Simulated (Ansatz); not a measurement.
System: Sb$_{2}$Se$_{3}$.

Input

```
crystal:
  lattice:
    - [12.0226055422, 0.0, 0.0]
    - [0.0, 3.9891681306, 0.0]
    - [0.0, 0.0, 11.5866093665]
  atoms:
    - { symbol: Sb, position: [0.1447683128, 0.75, 0.0386268024] }
    - { symbol: Sb, position: [0.8552316872, 0.25, 0.9613731976] }
    - { symbol: Sb, position: [0.3552316872, 0.25, 0.5386268024] }
    - { symbol: Sb, position: [0.6447683128, 0.75, 0.4613731976] }
    - { symbol: Sb, position: [0.0301011303, 0.25, 0.329151006] }
    - { symbol: Sb, position: [0.9698988697, 0.75, 0.670848994] }
    - { symbol: Sb, position: [0.4698988697, 0.75, 0.829151006] }
    - { symbol: Sb, position: [0.5301011303, 0.25, 0.170848994] }
    - { symbol: Se, position: [0.9471149291, 0.75, 0.1290006156] }
    - { symbol: Se, position: [0.0528850709, 0.25, 0.8709993844] }
    - { symbol: Se, position: [0.5528850709, 0.25, 0.6290006156] }
    - { symbol: Se, position: [0.4471149291, 0.75, 0.3709993844] }
    - { symbol: Se, position: [0.2103638172, 0.25, 0.1942314213] }
    - { symbol: Se, position: [0.7896361828, 0.75, 0.8057685787] }
    - { symbol: Se, position: [0.2896361828, 0.75, 0.6942314213] }
    - { symbol: Se, position: [0.7103638172, 0.25, 0.3057685787] }
    - { symbol: Se, position: [0.6278712464, 0.75, 0.0540609194] }
    - { symbol: Se, position: [0.3721287536, 0.25, 0.9459390806] }
    - { symbol: Se, position: [0.8721287536, 0.25, 0.5540609194] }
    - { symbol: Se, position: [0.1278712464, 0.75, 0.4459390806] }
kpoints:
  mp_grid: { grid: [2, 6, 2] }
  band_path:
    path:
      - [[0.0, 0.0, 0.0], [0.5, 0.0, 0.0], [0.5, 0.5, 0.0], [0.0, 0.5, 0.0], [0.0, 0.0, 0.0], [0.0, 0.0, 0.5], [0.5, 0.0, 0.5], [0.5, 0.5, 0.5], [0.0, 0.5, 0.5], [0.0, 0.0, 0.5]]
      - [[0.5, 0.0, 0.0], [0.5, 0.0, 0.5]]
      - [[0.0, 0.5, 0.0], [0.0, 0.5, 0.5]]
      - [[0.5, 0.5, 0.0], [0.5, 0.5, 0.5]]
    npoints: 10
hamiltonian:
  xc: pbe
scf:
  occupations: { method: fermi_dirac, width: 0.02 }
  n_extra_bands: 9
output:
  forces: true
  stress: true
  eigenvalues: true
  write_density: true
  write_potential: true
  elf: true
  volumetric_format: npy
```

Below, planes, directions and counts refer to the conventional cell (a = 12.02 Å, b = 3.99 Å, c = 11.59 Å, α = 90.00°, β = 90.00°, γ = 90.00°).

Space group Pnma; a structure from a database of computed crystals, not necessarily the ambient phase; started from the database structure prototype, which need not be the ambient phase; computed pressure about 2 GPa in this cell.

Computed with DFT, PBE, plane waves, PAW in Ansatz.

Predict the valence pseudo-density and electron localisation function between the atoms.

Sb–Se (2.60 Å): ρ at the midpoint is about 0.5 e/Å³; the ELF is about 0.65 at the midpoint.
Sb–Se (2.67 Å): the density is about 0.44 e/Å³ at the midpoint; the ELF is about 0.65 at the midpoint.

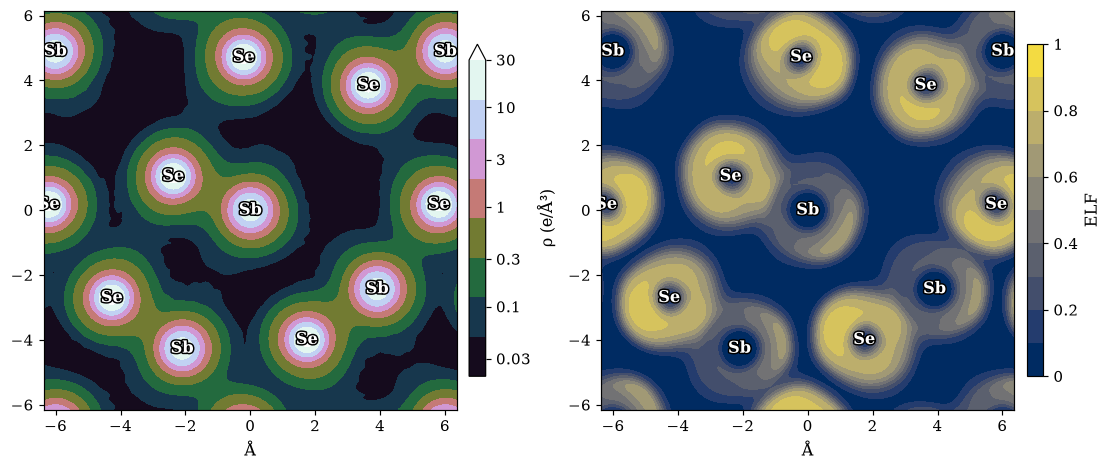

Computed valence pseudo-density and electron localisation function on the (010) plane of the conventional cell, in this order. 

Core electrons are frozen (PAW), and the valence fields are smoothed inside the atomic spheres.
